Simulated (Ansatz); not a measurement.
# Geometry relaxation of MoSe$_{3}$ (part 1 of 2)

- system: MoSe$_{3}$ (Pm-3m, 4 atoms in the cell)
- method: DFT PBE+U, scalar-relativistic, plane waves, PAW, Ueff = 4.38 eV on Mo d, no spin polarisation (Ansatz 0.2.0)

The structure was made by swapping elements on the sites of another compound; it need not be a known phase. It belongs to a series of runs on one base structure; here: O -> Se, W -> Mo on all its sites, cell and atoms relaxed. Figures and captions count atoms from 1; the log counts them from 0 in places.

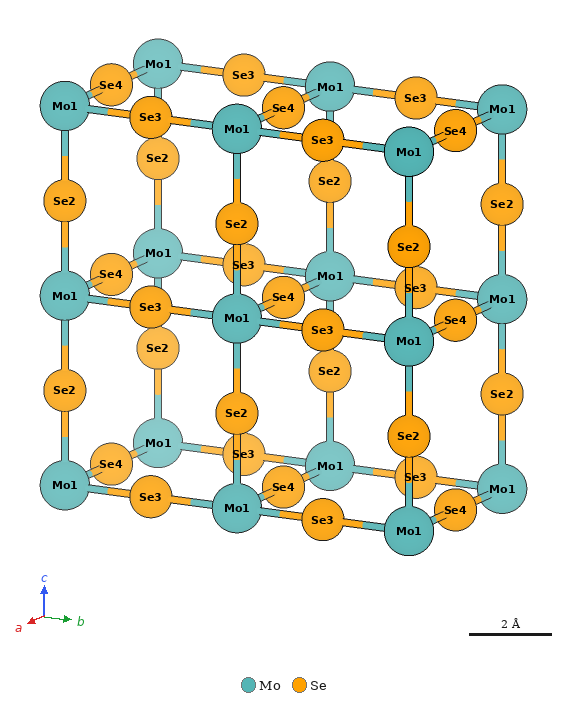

*The structure as given in the input (ball-and-stick view of the cell of the calculation, repeated 1 × 2 × 2, seen at an oblique angle; atoms are numbered from 1 in the order of the input).*

Near neighbours in the crystal (not all of them lie inside the picture): Mo has 6 Se at 2.41 Å; Se has 2 Mo at 2.41 Å.

## The input
```yaml
crystal:
  lattice:
    - [4.8218001669, 0.0, 0.0]
    - [0.0, 4.8218001669, 0.0]
    - [0.0, 0.0, 4.8218001669]
  atoms:
    - { symbol: Mo, position: [0.0, 0.0, 0.0] }
    - { symbol: Se, position: [0.0, 0.0, 0.5] }
    - { symbol: Se, position: [0.0, 0.5, 0.0] }
    - { symbol: Se, position: [0.5, 0.0, 0.0] }
basis:
  ecutwfc: 420
kpoints:
  mp_grid: { grid: [10, 10, 10] }
hamiltonian:
  xc: pbe
  hubbard: { sites: [{ species: Mo, l: d, u_eff: 4.38 }] }
scf:
  occupations: { method: gaussian, width: 0.1 }
output:
  forces: true
  stress: true
  eigenvalues: true
relax:
  adjacent_minimum: "off"
  f_tol: 0.01
  max_steps: 60
  cell: { stress_tol: 0.1 }
```

Hardware: 1 thread of Intel Xeon (Emerald Rapids), 32 GiB of memory available, shared host.

Launch command:
```bash
ansatz run input.yaml --threads 1 --pin off --max-ram 2560MiB --backend cpu --events-out ev --progress --plain --runs-dir out
```

## The program's output
```
Mo: projections on atomic orbitals take those of the free atom [Ar 3d10] 4s2 4p6 4d5 5s1, of charge +0.00 (hamiltonian.pseudopotentials.projection_atoms); the dataset's partial waves leave at most 6.0e-6 of an orbital's norm unspanned inside its sphere
Se: projections on atomic orbitals take those of the free atom [Ar] 3d10 4s2 4p4, of charge +0.00 (hamiltonian.pseudopotentials.projection_atoms); the dataset's partial waves leave at most 2.3e-6 of an orbital's norm unspanned inside its sphere
Engine: ansatz 0.2.0, x86_64-unknown-linux-gnu
Pseudopotentials: kind: paw
Pseudopotential: Mo, paw, valence charge 14, recommended cutoff 420 eV (normal), Mo.paw.azcp
Pseudopotential: Se, paw, valence charge 16, recommended cutoff 420 eV (normal), Se.paw.azcp
Functional definition: PBE
  parameter kappa = 0.804
  parameter beta = 0.06672455060314922
  exchange = pbe_x(kappa = kappa, mu = beta*pi^2/3)
  correlation = pbe_c(beta = beta)
Crystal: 4 atoms, lattice volume = 112.106 Å³
Basis set: ecut = 420 eV, 2109 PW (Γ), exchange–correlation on 72×72×72 points (8 copies of the dense FFT grid, shifted against one another)
Bands: 38, of which v1, the nominal top of the filled ones, is band 31 counted from 1 (30 counted from 0)
Symmetry: 48 space group operations
Space group: Pm-3m (ITA 221), of the structure as read, at distance tolerance 4.8e-5 Å
k-points: 56 of 1000
Non-local potential: Mo, projectors of the file, l = 0: 3, l = 1: 2, l = 2: 2, l = 3: 1
Non-local potential: Se, projectors of the file, l = 0: 2, l = 1: 2, l = 2: 3, l = 3: 1
PAW form: soft (Blöchl's): semilocal exchange-correlation on the pseudo side does not see the compensation charge
PAW one-centre angular grid: Mo, 590 points (default); XC on 64 Gauss nodes
PAW one-centre angular grid: Se, 590 points (default); XC on 64 Gauss nodes
Initial density: superposition of atomic densities (chi_scale 0.1, normalization cell, long waves of neutral atoms under a Hubbard term (reshape's long-wave potential 0.00 eV rms, cloud 2.74 Å wide))
Initial wavefunctions: pseudopotential atomic-orbital guess
Functional: x = pbe(κ = 0.804, μ = 0.2195149727645171), c = pbe(β = 0.06672455060314922)
SCF iter   1: F=—  HF=-21357.485822 eV  |F-HF|=—  |Δ(HF+E_count)|=         —  Δρ=3.98e-2  dr2=2.09e0  ethr=3.10e-3  ⟨swp⟩=6.2  Hψ=8015  notcnv=0
preconditioner: auto → Resta (q_TF=auto, 2.472 Å⁻¹)  ε∞=4.7  [insulator: Δε(μ)=0.138 eV  Ē_g=8.945 eV  σ=0.100 eV  W_gap=0.64  n_scr=26 (ndim 8)  ℏωp=17.2 eV  f_vac=0.189  D(μ)=0.80/eV (n_scr^D=0)  ε∞_Penn≈4.7]
SCF iter   2: F=—  HF=-21357.295921 eV  |F-HF|=—  |Δ(HF+E_count)|=   1.90e-1  Δρ=2.64e-2  dr2=1.83e0  ethr=3.10e-3  ⟨swp⟩=2.0  Hψ=3362  notcnv=0  defer=80
preconditioner: auto → LDOS  [metal: Δε(μ)=0.003 eV  Ē_g=8.671 eV  σ=0.100 eV  W_gap=0.02  n_scr=26 (ndim 8)  ℏωp=17.2 eV  f_vac=0.197  D(μ)=7.28/eV (n_scr^D=80)  β→1.0]
SCF iter   3: F=—  HF=-21357.191570 eV  |F-HF|=—  |Δ(HF+E_count)|=   1.04e-1  Δρ=1.44e-2  dr2=3.85e-1  ethr=2.95e-3  ⟨swp⟩=2.0  Hψ=2455  notcnv=0  defer=81
SCF iter   4: F=—  HF=-21357.096362 eV  |F-HF|=—  |Δ(HF+E_count)|=   9.52e-2  Δρ=5.61e-3  dr2=2.60e-2  ethr=6.21e-4  ⟨swp⟩=2.2  Hψ=2972  notcnv=0  defer=111
SCF iter   5: F=—  HF=-21357.105686 eV  |F-HF|=—  |Δ(HF+E_count)|=   9.32e-3  Δρ=3.82e-3  dr2=2.39e-2  ethr=4.19e-5  ⟨swp⟩=2.0  Hψ=4157  notcnv=0  defer=112
SCF iter   6: F=—  HF=-21357.100366 eV  |F-HF|=—  |Δ(HF+E_count)|=   5.32e-3  Δρ=8.85e-4  dr2=4.38e-4  ethr=3.85e-5  ⟨swp⟩=2.0  Hψ=3547  notcnv=0  defer=112
SCF iter   7: F=—  HF=-21357.100442 eV  |F-HF|=—  |Δ(HF+E_count)|=   7.61e-5  Δρ=4.13e-4  dr2=3.30e-4  ethr=7.06e-7  ⟨swp⟩=2.9  Hψ=3882  notcnv=0  defer=112
SCF iter   8: F=—  HF=-21357.100405 eV  |F-HF|=—  |Δ(HF+E_count)|=   3.69e-5  Δρ=9.20e-5  dr2=6.60e-6  ethr=5.32e-7  ⟨swp⟩=1.6  Hψ=2073  notcnv=0  defer=112
SCF iter   9: F=—  HF=-21357.100405 eV  |F-HF|=—  |Δ(HF+E_count)|=   1.43e-7  Δρ=2.70e-5  dr2=7.10e-7  ethr=1.06e-8  ⟨swp⟩=2.0  Hψ=2686  notcnv=0  defer=112
SCF iter  10: F=-21357.100404 eV  HF=-21357.100404 eV  |F-HF|=1.77e-8  |Δ(HF+E_count)|=   2.64e-7  Δρ=6.29e-6  dr2=3.85e-8  ethr=1.61e-10  ⟨swp⟩=7.8  Hψ=9856  notcnv=0
SCF 1 converged in 10 iterations: F = -21357.100404 eV  dr2 = 3.85e-8
  greatest PAW one-centre occupation: 1.000 electrons in one spin orbital (limit 2), on the Se atom at site 3 (counted from 0), in its partial waves of l = 2
relax step   1: F+E_penalty+E_count = -21357.10040434 eV  Δ(F+E_penalty+E_count) = +0.000e0 eV  max|allowed force component| = 4.312e-29 eV/Å  Δτ_max = 0.0000 Å  P = +6.013 GPa  Ω = 112.106 Å³  (10 SCF iters, dr2 threshold 1.00e-7 eV, accepted)
Crystal: 4 atoms, lattice volume = 123.851 Å³
Basis set: ecut = 420 eV, 2469 PW (Γ), exchange–correlation on 72×72×72 points (8 copies of the dense FFT grid, shifted against one another)
Initial density: handed on by an earlier stage of this run
Initial wavefunctions: those handed on with the density
iter 1 solved again at ethr=2.47e-4 eV; its pass at ethr=3.10e-3 eV (dr2=1.53e-1 eV) is discarded
SCF iter   1: F=—  HF=-21357.258697 eV  |F-HF|=—  |Δ(HF+E_count)|=         —  Δρ=6.71e-3  dr2=1.52e-1  ethr=2.47e-4  ⟨swp⟩=1.1  Hψ=9939  notcnv=0
preconditioner: auto → LDOS  [metal: Δε(μ)=0.062 eV  Ē_g=8.232 eV  σ=0.100 eV  W_gap=0.33  n_scr=26 (ndim 8)  ℏωp=16.3 eV  f_vac=0.261  D(μ)=3.40/eV (n_scr^D=26)  β→1.0]
SCF iter   2: F=—  HF=-21357.233424 eV  |F-HF|=—  |Δ(HF+E_count)|=   2.53e-2  Δρ=2.07e-3  dr2=4.96e-3  ethr=2.46e-4  ⟨swp⟩=2.1  Hψ=2703  notcnv=0
SCF iter   3: F=—  HF=-21357.240337 eV  |F-HF|=—  |Δ(HF+E_count)|=   6.91e-3  Δρ=2.15e-3  dr2=1.10e-2  ethr=8.00e-6  ⟨swp⟩=2.0  Hψ=4120  notcnv=0
SCF iter   4: F=—  HF=-21357.239692 eV  |F-HF|=—  |Δ(HF+E_count)|=   6.46e-4  Δρ=1.10e-3  dr2=2.26e-3  ethr=8.00e-6  ⟨swp⟩=2.0  Hψ=3796  notcnv=0
SCF iter   5: F=—  HF=-21357.239378 eV  |F-HF|=—  |Δ(HF+E_count)|=   3.14e-4  Δρ=4.84e-4  dr2=2.39e-4  ethr=3.64e-6  ⟨swp⟩=2.0  Hψ=3683  notcnv=0
SCF iter   6: F=—  HF=-21357.239379 eV  |F-HF|=—  |Δ(HF+E_count)|=   5.13e-7  Δρ=2.06e-4  dr2=3.47e-5  ethr=3.85e-7  ⟨swp⟩=2.1  Hψ=3656  notcnv=0
SCF iter   7: F=—  HF=-21357.239380 eV  |F-HF|=—  |Δ(HF+E_count)|=   1.37e-6  Δρ=7.43e-5  dr2=6.63e-6  ethr=5.59e-8  ⟨swp⟩=2.7  Hψ=3804  notcnv=0
SCF iter   8: F=—  HF=-21357.239379 eV  |F-HF|=—  |Δ(HF+E_count)|=   9.21e-7  Δρ=1.97e-5  dr2=5.07e-7  ethr=1.07e-8  ⟨swp⟩=2.0  Hψ=3066  notcnv=0
SCF iter   9: F=-21357.239379 eV  HF=-21357.239379 eV  |F-HF|=2.51e-9  |Δ(HF+E_count)|=   1.10e-7  Δρ=5.34e-6  dr2=1.81e-8  ethr=6.45e-10  ⟨swp⟩=6.7  Hψ=9265  notcnv=0
SCF 2 converged in 9 iterations: F = -21357.239379 eV  dr2 = 1.81e-8
  greatest PAW one-centre occupation: 1.000 electrons in one spin orbital (limit 2), on the Se atom at site 2 (counted from 0), in its partial waves of l = 2
relax step   2: F+E_penalty+E_count = -21357.23937892 eV  Δ(F+E_penalty+E_count) = -1.390e-1 eV  max|allowed force component| = 7.889e-30 eV/Å  Δτ_max = 0.0000 Å  P = -1.515 GPa  Ω = 123.851 Å³  energy of the carried Pulay correction = -8.831e-4 eV  (9 SCF iters, dr2 threshold 4.00e-7 eV, accepted)
Crystal: 4 atoms, lattice volume = 121.294 Å³
Basis set: ecut = 420 eV, 2373 PW (Γ), exchange–correlation on 72×72×72 points (8 copies of the dense FFT grid, shifted against one another)
iter 1 solved again at ethr=9.07e-6 eV; its pass at ethr=3.10e-3 eV (dr2=5.62e-3 eV) is discarded
SCF iter   1: F=—  HF=-21357.254009 eV  |F-HF|=—  |Δ(HF+E_count)|=         —  Δρ=1.17e-3  dr2=4.35e-3  ethr=9.07e-6  ⟨swp⟩=2.0  Hψ=9563  notcnv=0
preconditioner: auto → LDOS  [metal: Δε(μ)=0.043 eV  Ē_g=8.334 eV  σ=0.100 eV  W_gap=0.24  n_scr=26 (ndim 8)  ℏωp=16.5 eV  f_vac=0.239  D(μ)=5.15/eV (n_scr^D=32)  β→1.0]
SCF iter   2: F=—  HF=-21357.253428 eV  |F-HF|=—  |Δ(HF+E_count)|=   5.82e-4  Δρ=7.16e-4  dr2=1.52e-3  ethr=7.02e-6  ⟨swp⟩=1.1  Hψ=2136  notcnv=0
SCF iter   3: F=—  HF=-21357.253564 eV  |F-HF|=—  |Δ(HF+E_count)|=   1.36e-4  Δρ=7.04e-4  dr2=1.28e-3  ethr=2.46e-6  ⟨swp⟩=2.0  Hψ=2613  notcnv=0
SCF iter   4: F=—  HF=-21357.253534 eV  |F-HF|=—  |Δ(HF+E_count)|=   2.98e-5  Δρ=2.71e-4  dr2=1.55e-4  ethr=2.07e-6  ⟨swp⟩=2.2  Hψ=3709  notcnv=0
SCF iter   5: F=—  HF=-21357.253525 eV  |F-HF|=—  |Δ(HF+E_count)|=   9.56e-6  Δρ=1.38e-4  dr2=3.46e-5  ethr=2.50e-7  ⟨swp⟩=2.0  Hψ=3125  notcnv=0
SCF iter   6: F=—  HF=-21357.253516 eV  |F-HF|=—  |Δ(HF+E_count)|=   8.07e-6  Δρ=5.04e-5  dr2=2.12e-6  ethr=5.57e-8  ⟨swp⟩=2.0  Hψ=3346  notcnv=0
SCF iter   7: F=-21357.253517 eV  HF=-21357.253517 eV  |F-HF|=4.11e-8  |Δ(HF+E_count)|=   4.56e-7  Δρ=1.19e-5  dr2=9.23e-8  ethr=6.45e-10  ⟨swp⟩=4.5  Hψ=9147  notcnv=0
SCF 3 converged in 7 iterations: F = -21357.253517 eV  dr2 = 9.23e-8
  greatest PAW one-centre occupation: 1.000 electrons in one spin orbital (limit 2), on the Se atom at site 1 (counted from 0), in its partial waves of l = 2
relax step   3: F+E_penalty+E_count = -21357.25351697 eV  Δ(F+E_penalty+E_count) = -1.414e-2 eV  max|allowed force component| = 6.469e-29 eV/Å  Δτ_max = 0.0000 Å  P = -0.207 GPa  Ω = 121.294 Å³  energy of the carried Pulay correction = -6.984e-4 eV  (7 SCF iters, dr2 threshold 4.00e-7 eV, accepted)
Crystal: 4 atoms, lattice volume = 120.926 Å³
iter 1 solved again at ethr=1.75e-7 eV; its pass at ethr=3.10e-3 eV (dr2=1.08e-4 eV) is discarded
SCF iter   1: F=—  HF=-21357.253801 eV  |F-HF|=—  |Δ(HF+E_count)|=         —  Δρ=1.78e-4  dr2=9.95e-5  ethr=1.75e-7  ⟨swp⟩=2.0  Hψ=9305  notcnv=0
preconditioner: auto → LDOS  [metal: Δε(μ)=0.045 eV  Ē_g=8.348 eV  σ=0.100 eV  W_gap=0.25  n_scr=26 (ndim 8)  ℏωp=16.5 eV  f_vac=0.239  D(μ)=4.92/eV (n_scr^D=32)  β→1.0]
SCF iter   2: F=—  HF=-21357.253787 eV  |F-HF|=—  |Δ(HF+E_count)|=   1.39e-5  Δρ=9.90e-5  dr2=2.83e-5  ethr=1.60e-7  ⟨swp⟩=1.1  Hψ=2137  notcnv=0
SCF iter   3: F=—  HF=-21357.253791 eV  |F-HF|=—  |Δ(HF+E_count)|=   3.95e-6  Δρ=9.99e-5  dr2=2.58e-5  ethr=4.56e-8  ⟨swp⟩=2.0  Hψ=2612  notcnv=0
SCF iter   4: F=—  HF=-21357.253790 eV  |F-HF|=—  |Δ(HF+E_count)|=   8.09e-7  Δρ=3.29e-5  dr2=1.85e-6  ethr=4.16e-8  ⟨swp⟩=2.3  Hψ=3636  notcnv=0
SCF iter   5: F=—  HF=-21357.253790 eV  |F-HF|=—  |Δ(HF+E_count)|=   5.66e-8  Δρ=1.98e-5  dr2=6.87e-7  ethr=2.98e-9  ⟨swp⟩=2.2  Hψ=3521  notcnv=0
SCF iter   6: F=-21357.253790 eV  HF=-21357.253790 eV  |F-HF|=1.62e-8  |Δ(HF+E_count)|=   1.98e-7  Δρ=7.53e-6  dr2=4.77e-8  ethr=1.73e-10  ⟨swp⟩=3.6  Hψ=9483  notcnv=0
SCF 4 converged in 6 iterations: F = -21357.253790 eV  dr2 = 4.77e-8
relax step   4: F+E_penalty+E_count = -21357.25378981 eV  Δ(F+E_penalty+E_count) = -2.728e-4 eV  max|allowed force component| = 2.092e-29 eV/Å  Δτ_max = 0.0000 Å  P = -0.006 GPa  Ω = 120.926 Å³  energy of the carried Pulay correction = -6.715e-4 eV  (6 SCF iters, dr2 threshold 1.07e-7 eV, accepted)
Initial wavefunctions: pseudopotential atomic-orbital guess (no wavefunctions were taken with the density)
iter 1 solved again at ethr=2.56e-7 eV; its pass at ethr=3.10e-3 eV (dr2=1.59e-4 eV) is discarded
SCF iter   1: F=—  HF=-21357.234864 eV  |F-HF|=—  |Δ(HF+E_count)|=         —  Δρ=8.47e-4  dr2=5.38e-5  ethr=2.56e-7  ⟨swp⟩=3.3  Hψ=13036  notcnv=0
preconditioner: auto → LDOS  [metal: Δε(μ)=0.049 eV  Ē_g=8.322 eV  σ=0.100 eV  W_gap=0.27  n_scr=26 (ndim 8)  ℏωp=16.5 eV  f_vac=0.239  D(μ)=4.89/eV (n_scr^D=32)  β→1.0]
SCF iter   2: F=—  HF=-21357.254347 eV  |F-HF|=—  |Δ(HF+E_count)|=   1.95e-2  Δρ=7.61e-5  dr2=2.09e-5  ethr=8.68e-8  ⟨swp⟩=3.8  Hψ=3865  notcnv=0
SCF iter   3: F=—  HF=-21357.254173 eV  |F-HF|=—  |Δ(HF+E_count)|=   1.74e-4  Δρ=6.55e-5  dr2=5.87e-6  ethr=3.38e-8  ⟨swp⟩=2.7  Hψ=3767  notcnv=0
SCF iter   4: F=—  HF=-21357.254354 eV  |F-HF|=—  |Δ(HF+E_count)|=   1.81e-4  Δρ=3.30e-5  dr2=2.45e-6  ethr=9.48e-9  ⟨swp⟩=2.8  Hψ=3794  notcnv=0
SCF iter   5: F=—  HF=-21357.254361 eV  |F-HF|=—  |Δ(HF+E_count)|=   6.47e-6  Δρ=1.56e-5  dr2=3.17e-7  ethr=3.95e-9  ⟨swp⟩=2.2  Hψ=3835  notcnv=0
SCF iter   6: F=—  HF=-21357.254366 eV  |F-HF|=—  |Δ(HF+E_count)|=   5.01e-6  Δρ=7.31e-6  dr2=1.19e-7  ethr=5.11e-10  ⟨swp⟩=2.2  Hψ=2778  notcnv=0
SCF iter   7: F=—  HF=-21357.254366 eV  |F-HF|=—  |Δ(HF+E_count)|=   2.45e-8  Δρ=2.22e-6  dr2=4.62e-9  ethr=1.92e-10  ⟨swp⟩=1.9  Hψ=2387  notcnv=0
SCF iter   8: F=—  HF=-21357.254366 eV  |F-HF|=—  |Δ(HF+E_count)|=  9.50e-10  Δρ=1.04e-6  dr2=1.46e-9  ethr=7.45e-12  ⟨swp⟩=2.0  Hψ=2801  notcnv=0
SCF iter   9: F=-21357.254366 eV  HF=-21357.254366 eV  |F-HF|=4.73e-11  |Δ(HF+E_count)|=  3.60e-10  Δρ=3.00e-7  dr2=9.14e-11  ethr=1.00e-12  ⟨swp⟩=3.1  Hψ=8393  notcnv=0
SCF 5 converged in 9 iterations: F = -21357.254366 eV  dr2 = 9.14e-11
relax step   5: F+E_penalty+E_count = -21357.25436578 eV  Δ(F+E_penalty+E_count) = -5.760e-4 eV  max|allowed force component| = 8.099e-29 eV/Å  Δτ_max = 0.0000 Å  P = -0.010 GPa  Ω = 120.926 Å³  stress off target by 9.60e-3 GPa  SCF on the basis re-selected at this cell (its energy is not comparable with the rows above)  (9 SCF iters)
```
